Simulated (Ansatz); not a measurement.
**Al3GaAs4: geometry relaxation**

- system: Al3GaAs4 (8 atoms in the cell)
- method: DFT PBE, scalar-relativistic, plane waves, PAW, no spin polarisation (Ansatz 0.2.0)

The structure was made by a generator, so it may or may not be a known phase.

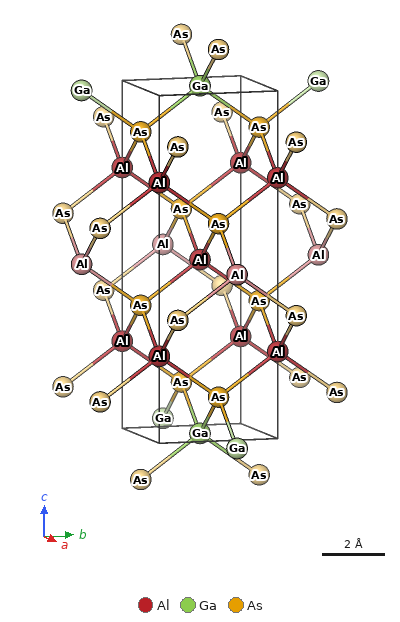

Fig. 1: The structure as given in the input (ball-and-stick view of the cell of the calculation, seen slightly off an axis; neighbours outside the cell are drawn fainter). An atom can appear more than once, as a periodic image.

Key numbers

| quantity | value |
| --- | --- |
| outcome | converged |
| space group (tolerance 0.01 Å) | P-4m2 (115) |
| electrons treated | 82 |
| free energy | −24823.6898 eV |
| Fermi energy | 7.012 eV |
| gap on the k-point mesh | 1.27 eV |
| pressure | 0.00 GPa |
| final volume | 188.41 Å³ |
| largest force (length of the vector) at the end | 0.001 eV/Å |
| final cell | a = 4.055 Å, b = 4.055 Å, c = 11.456 Å, α = 90.00°, β = 90.00°, γ = 90.00° |
| hardware | 4 threads of Arm Neoverse V1, 24 GiB of memory available, shared host |
| wall time | 31 s (CPU time 2 min) |
| peak memory | 0.68 GiB |

Input
```yaml
crystal:
  lattice:
    - [4.0554811, 0.0, 0.0]
    - [0.0, 4.0554811, 0.0]
    - [0.0, 0.0, 11.4558324]
  atoms:
    - { symbol: Al, position: [0.0, 0.0, 0.749763] }
    - { symbol: Al, position: [0.0, 0.0, 0.250237] }
    - { symbol: Al, position: [0.5, 0.5, 0.5] }
    - { symbol: Ga, position: [0.5, 0.5, 0.0] }
    - { symbol: As, position: [0.5, 0.0, 0.874131] }
    - { symbol: As, position: [0.0, 0.5, 0.125869] }
    - { symbol: As, position: [0.5, 0.0, 0.375105] }
    - { symbol: As, position: [0.0, 0.5, 0.624895] }
basis:
  ecutwfc: 420
kpoints:
  mp_grid: { grid: [8, 8, 4] }
hamiltonian:
  xc: pbe
scf:
  occupations: { method: gaussian, width: 0.02 }
output:
  forces: true
  stress: true
  eigenvalues: true
  write_density: true
  write_potential: true
  elf: true
  volumetric_format: npy
relax:
  adjacent_minimum: "off"
  f_tol: 0.01
  max_steps: 80
  cell: { stress_tol: 0.05 }
```

Launch command:
```bash
ansatz run input.yaml --threads 4 --pin off --max-ram 8192MiB --backend cpu --events-out ev --progress --plain --runs-dir out
```

Output
```
Engine: ansatz 0.2.0, aarch64-unknown-linux-gnu
Pseudopotentials: kind: paw
Pseudopotential: Al, paw, valence charge 3, recommended cutoff 420 eV (normal), Al.paw.azcp
Pseudopotential: Ga, paw, valence charge 13, recommended cutoff 420 eV (normal), Ga.paw.azcp
Pseudopotential: As, paw, valence charge 15, recommended cutoff 420 eV (normal), As.paw.azcp
Functional definition: PBE
  parameter kappa = 0.804
  parameter beta = 0.06672455060314922
  exchange = pbe_x(kappa = kappa, mu = beta*pi^2/3)
  correlation = pbe_c(beta = beta)
Crystal: 8 atoms, lattice volume = 188.413 Å³
Basis set: ecut = 420 eV, 3679 PW (Γ), exchange–correlation on 60×60×160 points (8 copies of the dense FFT grid, shifted against one another)
Bands: 50, of which v1, the nominal top of the filled ones, is band 41 counted from 1 (40 counted from 0)
Symmetry: 8 space group operations
Space group: P-4m2 (ITA 115), of the structure as read, at distance tolerance 5.7e-5 Å
k-points: 45 of 256 (time reversal used)
Non-local potential: Al, projectors of the file, l = 0: 2, l = 1: 2, l = 2: 1
Non-local potential: Ga, projectors of the file, l = 0: 2, l = 1: 2, l = 2: 3, l = 3: 1
Non-local potential: As, projectors of the file, l = 0: 2, l = 1: 2, l = 2: 3, l = 3: 1
PAW form: soft (Blöchl's): semilocal exchange-correlation on the pseudo side does not see the compensation charge
PAW one-centre angular grid: Al, 110 points (default); XC on 64 Gauss nodes
PAW one-centre angular grid: Ga, 590 points (default); XC on 64 Gauss nodes
PAW one-centre angular grid: As, 590 points (default); XC on 64 Gauss nodes
Initial density: superposition of atomic densities (neutral atoms: chi_scale 0, normalization atom), corrected by the library's trained network
Initial wavefunctions: pseudopotential atomic-orbital guess
Functional: x = pbe(κ = 0.804, μ = 0.2195149727645171), c = pbe(β = 0.06672455060314922)
SCF iter   1: F=—  HF=-24823.693845 eV  |F-HF|=—  |Δ(HF+E_count)|=         —  Δρ=1.78e-3  dr2=1.16e-2  ethr=1.77e-3  ⟨swp⟩=7.0  Hψ=8853  notcnv=0  defer=2
preconditioner: auto → Resta (q_TF=auto, 2.375 Å⁻¹)  ε∞=3.6  [insulator: Δε(μ)=1.260 eV  Ē_g=10.783 eV  σ=0.020 eV  W_gap=1.00  n_scr=48 (ndim 8)  ℏωp=17.5 eV  f_vac=0.025  D(μ)=0.00/eV (n_scr^D=0)  ε∞_Penn≈3.6]
SCF iter   2: F=—  HF=-24823.690007 eV  |F-HF|=—  |Δ(HF+E_count)|=   3.84e-3  Δρ=9.22e-4  dr2=3.00e-3  ethr=1.41e-5  ⟨swp⟩=2.0  Hψ=3820  notcnv=0  defer=140
SCF iter   3: F=—  HF=-24823.689909 eV  |F-HF|=—  |Δ(HF+E_count)|=   9.80e-5  Δρ=5.07e-4  dr2=4.25e-4  ethr=3.66e-6  ⟨swp⟩=2.0  Hψ=3311  notcnv=0  defer=140
SCF iter   4: F=—  HF=-24823.689612 eV  |F-HF|=—  |Δ(HF+E_count)|=   2.97e-4  Δρ=1.66e-4  dr2=8.32e-5  ethr=5.19e-7  ⟨swp⟩=2.0  Hψ=3047  notcnv=0  defer=140
SCF iter   5: F=—  HF=-24823.689760 eV  |F-HF|=—  |Δ(HF+E_count)|=   1.48e-4  Δρ=5.09e-5  dr2=5.97e-6  ethr=1.01e-7  ⟨swp⟩=2.0  Hψ=3946  notcnv=0  defer=140
SCF iter   6: F=—  HF=-24823.689763 eV  |F-HF|=—  |Δ(HF+E_count)|=   3.00e-6  Δρ=2.46e-5  dr2=1.52e-6  ethr=7.28e-9  ⟨swp⟩=2.0  Hψ=3955  notcnv=0  defer=140
SCF iter   7: F=-24823.689764 eV  HF=-24823.689764 eV  |F-HF|=2.64e-7  |Δ(HF+E_count)|=   5.90e-7  Δρ=7.76e-6  dr2=8.56e-8  ethr=1.22e-10  ⟨swp⟩=11.3  Hψ=16049  notcnv=0
SCF 1 converged in 7 iterations: F = -24823.689764 eV  dr2 = 8.56e-8
  greatest PAW one-centre occupation: 0.999 electrons in one spin orbital (limit 2), on the As atom at site 5 (counted from 0), in its partial waves of l = 2
relax step   1: F+E_penalty+E_count = -24823.68976393 eV  Δ(F+E_penalty+E_count) = +0.000e0 eV  max|allowed force component| = 1.385e-3 eV/Å  Δτ_max = 0.0000 Å  P = -0.001 GPa  Ω = 188.413 Å³  (7 SCF iters, dr2 threshold 1.00e-7 eV, accepted)
Initial density: handed on by an earlier stage of this run
Initial wavefunctions: pseudopotential atomic-orbital guess (no wavefunctions were taken with the density)
iter 1 solved again at ethr=1.22e-7 eV; its pass at ethr=3.10e-3 eV (dr2=1.00e-4 eV) is discarded
SCF iter   1: F=—  HF=-24823.689675 eV  |F-HF|=—  |Δ(HF+E_count)|=         —  Δρ=7.60e-6  dr2=9.28e-8  ethr=1.22e-7  ⟨swp⟩=3.1  Hψ=13913  notcnv=0
preconditioner: auto → Resta (q_TF=auto, 2.375 Å⁻¹)  ε∞=3.6  [insulator: Δε(μ)=1.269 eV  Ē_g=10.791 eV  σ=0.020 eV  W_gap=1.00  n_scr=48 (ndim 8)  ℏωp=17.5 eV  f_vac=0.020  D(μ)=0.00/eV (n_scr^D=0)  ε∞_Penn≈3.6]
SCF iter   2: F=—  HF=-24823.689764 eV  |F-HF|=—  |Δ(HF+E_count)|=   8.93e-5  Δρ=5.13e-6  dr2=3.87e-8  ethr=1.13e-10  ⟨swp⟩=3.5  Hψ=4823  notcnv=0
SCF iter   3: F=—  HF=-24823.689764 eV  |F-HF|=—  |Δ(HF+E_count)|=   1.32e-7  Δρ=1.66e-6  dr2=8.56e-9  ethr=4.71e-11  ⟨swp⟩=2.0  Hψ=2995  notcnv=0
SCF iter   4: F=—  HF=-24823.689764 eV  |F-HF|=—  |Δ(HF+E_count)|=   1.56e-8  Δρ=7.24e-7  dr2=1.27e-9  ethr=1.04e-11  ⟨swp⟩=2.0  Hψ=4095  notcnv=0
SCF iter   5: F=—  HF=-24823.689764 eV  |F-HF|=—  |Δ(HF+E_count)|=  4.37e-10  Δρ=3.61e-7  dr2=3.37e-10  ethr=1.55e-12  ⟨swp⟩=2.4  Hψ=3453  notcnv=0
SCF iter   6: F=-24823.689764 eV  HF=-24823.689764 eV  |F-HF|=1.20e-10  |Δ(HF+E_count)|=  3.49e-10  Δρ=1.68e-7  dr2=5.85e-11  ethr=1.00e-12  ⟨swp⟩=4.1  Hψ=10980  notcnv=0
SCF 2 converged in 6 iterations: F = -24823.689764 eV  dr2 = 5.85e-11
  greatest PAW one-centre occupation: 0.999 electrons in one spin orbital (limit 2), on the As atom at site 4 (counted from 0), in its partial waves of l = 2
relax step   2: F+E_penalty+E_count = -24823.68976398 eV  Δ(F+E_penalty+E_count) = -5.231e-8 eV  max|allowed force component| = 1.384e-3 eV/Å  Δτ_max = 0.0000 Å  P = -0.001 GPa  Ω = 188.413 Å³  stress off target by 5.08e-3 GPa  SCF on the basis re-selected at this cell (its energy is not comparable with the rows above)  (6 SCF iters)
```

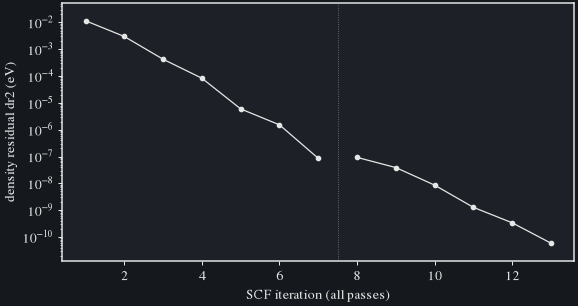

Fig. 2: Convergence of the self-consistent field: density residual dr2 against the SCF iteration. The dotted lines part the SCF passes of the relaxation: geometry steps, rejected trials and re-solves on a re-selected basis. The passes take 7 and 6 iterations.

```
basis re-selected at this cell: Δ(F+E_penalty+E_count) = -5.231e-8 eV, ΔP = +0.000 GPa vs the last step (what re-selecting the basis moved, of the pressure what is left beyond the Pulay correction that the steps carried, after the strain that the cell walked since its last selection, with what the two solves' SCF thresholds leave and, on support functions, any second-order correction that the steps lacked; it is no measure of the basis error at this ecutwfc). This SCF's stress stands 5.08e-3 GPa from its target on what of the cell is left free (relax.cell.stress_tol is 5.00e-2 GPa) and its largest allowed force component is 1.38e-3 eV/Å (relax.f_tol is 1.00e-2 eV/Å): within both
SCF converged after 6 iterations
Free energy (F): -24823.689764 eV
Harris-Foulkes:  -24823.689764 eV  (|F-HF|=1.20e-10)
Internal energy: -24823.689764 eV  (E = F + TS)
E sigma→0 (E₀):  -24823.689764 eV
Fermi energy:    7.011635 eV
--- Per-component energies (eV) ---
  E_band       = -1153.890688
  E_kinetic    = 595.476148
  E_local      = -11189.774782  (includes V_loc(G=0)·N_el)
  E_nonlocal   = -2225.663816
  E_hartree    = 5811.876155
  E_xc         = -503.661286
  E_vxc        = -460.025444  (∫ρ·V_xc dr)
  E_paw        = -10733.817776  (= ΣΔE_a)
  E_vpaw       = 502.345132  (= ΣTr[D̂ρ^β])
  E_aug_tail   = -0.000091  (compensation charges beyond the density's cutoff)
  E_ewald      = -6578.124315
  E_smearing   = -0.000000  (= −TS)
  E_closure    = -0.000000  (closes the sum)
  Σ components = -24823.689764   (vs F -24823.689764, Δ=0.00e0)
--- Forces (eV/Å), atoms counted from 1 ---
  atom   1  Al     0.00000000     0.00000000    -0.00138413
  atom   2  Al     0.00000000     0.00000000     0.00138413
  atom   3  Al     0.00000000     0.00000000     0.00000000
  atom   4  Ga     0.00000000     0.00000000     0.00000000
  atom   5  As    -0.00000000     0.00000000    -0.00107216
  atom   6  As    -0.00000000     0.00000000     0.00107216
  atom   7  As    -0.00000000     0.00000000    -0.00016974
  atom   8  As    -0.00000000     0.00000000     0.00016974
  max |Σ_I F_I| component: 4.77e-18 eV/Å
--- Stress (GPa, compression-positive) ---
       -0.004212       0.000000       0.000000
        0.000000      -0.004212       0.000000
       -0.000000       0.000000       0.005078
  P = ⅓ Tr σ = -0.0011 GPa (-0.011 kbar)
--- Band table (eV; the first three rows and the last of 45) ---
  k-point 0: bands = ["-28.2498", "-28.2498", "-28.2492", "-28.2491", "-28.2286", "-28.2282", "-28.2247", "-28.2247", "-28.2183", "-28.2183", "-28.1151", "-28.1148", "-28.1146", "-28.1146", "-28.1138", "-28.1138", "-28.1062", "-28.1060", "-28.1051", "-28.1047", "-8.0889", "-8.0203", "-8.0203", "-7.9835", "-7.9676", "-5.4884", "-4.7591", "-4.6423", "-3.5130", "0.7204", "2.7943", "3.1844", "4.1731", "4.1731", "4.9654", "4.9654", "5.0521", "5.0521", "6.3629", "6.3772", "6.3772", "7.6458", "7.8911", "8.5387", "8.7776", "8.9269", "9.9263", "9.9600", "10.4807", "10.4818"]
  k-point 1: bands = ["-28.2498", "-28.2498", "-28.2492", "-28.2491", "-28.2286", "-28.2282", "-28.2247", "-28.2247", "-28.2183", "-28.2183", "-28.1151", "-28.1148", "-28.1146", "-28.1146", "-28.1138", "-28.1138", "-28.1062", "-28.1060", "-28.1051", "-28.1047", "-8.0889", "-8.0203", "-8.0203", "-7.9835", "-7.9676", "-5.4417", "-5.0213", "-4.3243", "-3.6339", "0.8935", "2.1662", "3.8946", "4.2276", "4.2276", "4.6551", "4.6551", "5.4238", "5.4238", "5.7859", "6.2330", "6.2330", "7.8804", "8.2321", "8.4732", "8.6908", "9.3325", "9.4569", "10.0082", "10.3022", "10.7026"]
  k-point 2: bands = ["-28.2498", "-28.2498", "-28.2492", "-28.2491", "-28.2286", "-28.2282", "-28.2247", "-28.2247", "-28.2183", "-28.2183", "-28.1151", "-28.1148", "-28.1146", "-28.1146", "-28.1138", "-28.1138", "-28.1062", "-28.1060", "-28.1051", "-28.1047", "-8.0889", "-8.0203", "-8.0203", "-7.9835", "-7.9676", "-5.3513", "-5.2022", "-3.9911", "-3.8947", "1.2064", "1.6610", "4.3700", "4.3700", "4.4123", "4.4123", "4.6668", "5.0108", "5.7790", "5.7790", "5.9508", "5.9508", "7.9718", "8.2447", "8.7413", "8.9682", "9.2791", "9.4993", "9.8663", "9.8725", "11.2139"]
  k-point 44: bands = ["-28.2507", "-28.2495", "-28.2477", "-28.2477", "-28.2289", "-28.2289", "-28.2255", "-28.2246", "-28.2171", "-28.2171", "-28.1153", "-28.1149", "-28.1140", "-28.1140", "-28.1131", "-28.1131", "-28.1057", "-28.1057", "-28.1051", "-28.1051", "-8.0688", "-8.0688", "-7.9985", "-7.9859", "-7.9706", "-3.5454", "-3.5454", "-3.4544", "-3.4544", "0.1709", "1.0989", "1.1008", "1.1357", "3.6548", "3.6856", "3.6966", "3.7699", "3.8381", "3.8381", "3.8459", "3.8459", "8.7895", "8.7895", "9.0494", "9.0494", "9.1427", "9.6224", "9.6409", "9.9357", "14.2024"]
--- Relaxed structure (1 steps of the walk, 1 accepted, 1 SCFs on fresh bases) ---
  F+E_penalty+E_count = -24823.68976398 eV   max|allowed force component| = 1.384e-3 eV/Å   (the final SCF, on the basis selected at the relaxed cell)
  cell:  # Å, volume = 188.4132 Å³
    - [4.0554811, 0.0, 0.0]
    - [0.0, 4.0554811, 0.0]
    - [0.0, 0.0, 11.4558324]
  atoms:
    - { symbol: Al, position: [0.0, 0.0, 0.749763] }
    - { symbol: Al, position: [0.0, 0.0, 0.25023699999999993] }
    - { symbol: Al, position: [0.5, 0.5, 0.49999999999999994] }
    - { symbol: Ga, position: [0.5, 0.5, 0.0] }
    - { symbol: As, position: [0.5, 0.0, 0.8741309999999999] }
    - { symbol: As, position: [0.0, 0.5, 0.125869] }
    - { symbol: As, position: [0.5, 0.0, 0.37510499999999997] }
    - { symbol: As, position: [0.0, 0.5, 0.624895] }
```

Trajectory as extended XYZ (Å, eV, eV/Å), 2 frames, from step=1 to step=2
```
8
Lattice="4.0555 0.0000 0.0000 0.0000 4.0555 0.0000 0.0000 0.0000 11.4558" Properties=species:S:1:pos:R:3:forces:R:3 step=1 energy=-24823.68976 pressure_GPa=-0.00
Al    0.0000    0.0000    8.5892    0.0000   0.0000  -0.0014
Al    0.0000    0.0000    2.8667    0.0000   0.0000   0.0014
Al    2.0277    2.0277    5.7279    0.0000   0.0000   0.0000
Ga    2.0277    2.0277    0.0000    0.0000   0.0000   0.0000
As    2.0277    0.0000   10.0139    0.0000   0.0000  -0.0011
As    0.0000    2.0277    1.4419    0.0000   0.0000   0.0011
As    2.0277    0.0000    4.2971    0.0000   0.0000  -0.0002
As    0.0000    2.0277    7.1587    0.0000   0.0000   0.0002
8
Lattice="4.0555 0.0000 0.0000 0.0000 4.0555 0.0000 0.0000 0.0000 11.4558" Properties=species:S:1:pos:R:3:forces:R:3 step=2 energy=-24823.68976 pressure_GPa=-0.00
Al    0.0000    0.0000    8.5892    0.0000   0.0000  -0.0014
Al    0.0000    0.0000    2.8667    0.0000   0.0000   0.0014
Al    2.0277    2.0277    5.7279    0.0000   0.0000   0.0000
Ga    2.0277    2.0277    0.0000    0.0000   0.0000   0.0000
As    2.0277    0.0000   10.0139    0.0000   0.0000  -0.0011
As    0.0000    2.0277    1.4419    0.0000   0.0000   0.0011
As    2.0277    0.0000    4.2971    0.0000   0.0000  -0.0002
As    0.0000    2.0277    7.1587    0.0000   0.0000   0.0002
```

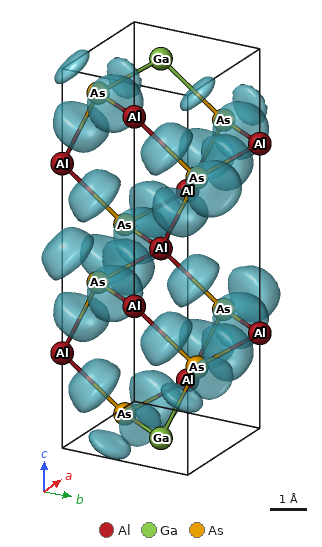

Fig. 3: Isosurface of the ELF at 0.7 (cyan), seen at an oblique angle. Core shells and regions of very low density are left out. Sticks mark near contacts. The outline is the cell set on symmetry axes. The ELF exceeds this value in twelve regions between bonded Al–As atoms (shared pairs) and four regions between bonded As–Ga atoms (shared pairs), counted in one cell of 8 atoms.  Values along the shortest contacts: Al–As (2.48 Å): the ELF peaks at about 0.95 between the atoms (a shared electron pair). Ga–As (2.49 Å): the ELF peaks at about 0.80 between the atoms (a shared electron pair). In a PAW calculation such maps are meaningful between the atoms, not at the nuclei.

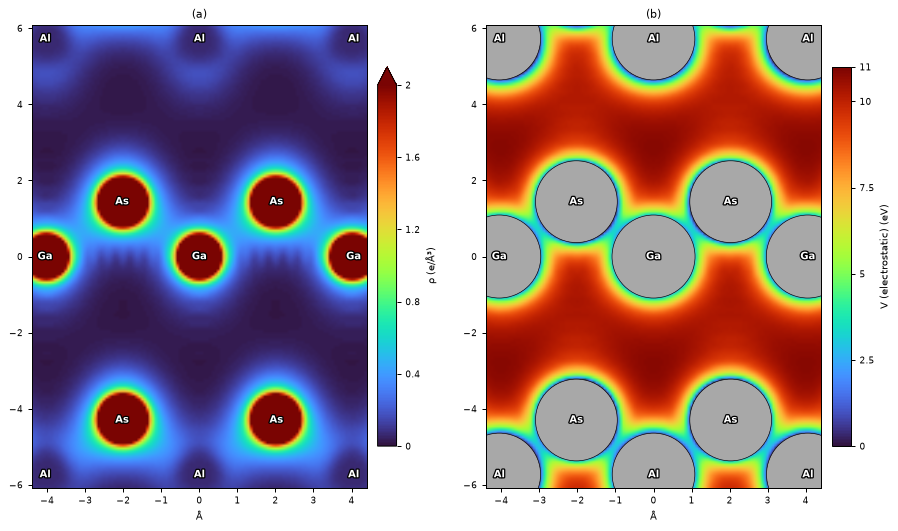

Fig. 4: (a) valence pseudo-density; (b) electrostatic potential energy of an electron on the (010) plane of the conventional cell. Grey discs, where drawn, cover atomic cores. The section cuts through Al, Ga and As sites. Al–As (2.48 Å): ρ is about 0.46 e/Å³ halfway. Ga–As (2.49 Å): ρ at the midpoint is about 0.47 e/Å³. Away from the nuclei the density in this plane falls to 0.01 e/Å³ at its lowest. Outside the cores the potential energy rises away from the atoms and is highest about 2.5 Å from the nearest atoms; outside the discs it spans about 11 eV, and its zero is arbitrary.
